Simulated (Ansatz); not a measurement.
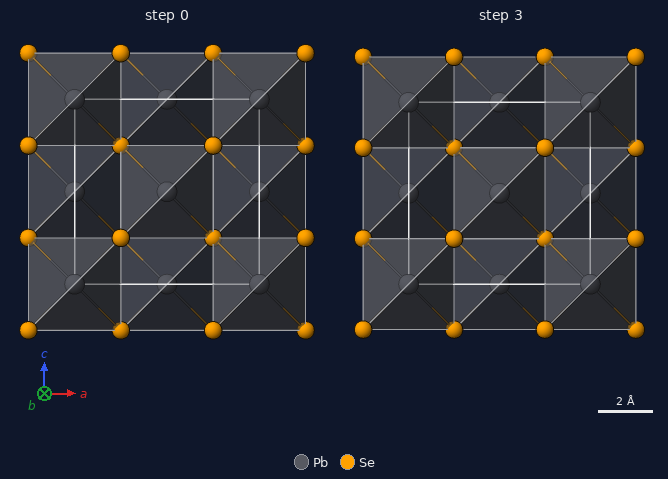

The structure of crystalline PbSe (built on the zincblende type) before (left) and after (right) a relaxation, at one scale.

Style: polyhedral. Shown: the conventional cell (4 times the calculation's cell), along the b axis. Lengths and directions refer to the drawn axes.

The calculation used DFT, PBEsol, plane waves, PAW in Ansatz.

The input:
```yaml
crystal:
  lattice:
    - [0.0, 3.4487878618, 3.4487878618]
    - [3.4487878618, 0.0, 3.4487878618]
    - [3.4487878618, 3.4487878618, 0.0]
  atoms:
    - { symbol: Pb, position: [0.0, 0.0, 0.0] }
    - { symbol: Se, position: [0.25, 0.25, 0.25] }
kpoints:
  mp_grid: { grid: [6, 6, 6] }
hamiltonian:
  xc: pbesol
scf:
  occupations: { method: fermi_dirac, width: 0.02 }
relax:
  f_tol: 0.005
  cell: {}
output:
  write_density: true
  write_potential: true
  elf: true
  volumetric_format: npy
```

Run as
```bash
ansatz run input.yaml --threads 2 --pin off --max-ram 2211MiB --backend cpu --events-out ev --progress --plain --runs-dir out
```

Question: Summarise the run.

Answer: The energy falls by 19.8 meV per cell of the calculation in 2 accepted moves (3 points after the start). All forces vanish by symmetry, so only the cell relaxes. The pressure goes from −1.53 to −0.03 GPa. At 1 point the geometry stayed and the basis and grid were re-selected for the new cell (energy shift of 0.3 meV per cell of the calculation at most each time). No atom moves by more than 0.005 Å relative to the cell. The volume changes by −4.8 %, with a = b = c 6.898 → 6.786 Å (−1.6 %). Near-neighbour distances that change, for instance: Pb1–Se2 2.987 → 2.938 Å. The space group stays F-43m (No. 216).
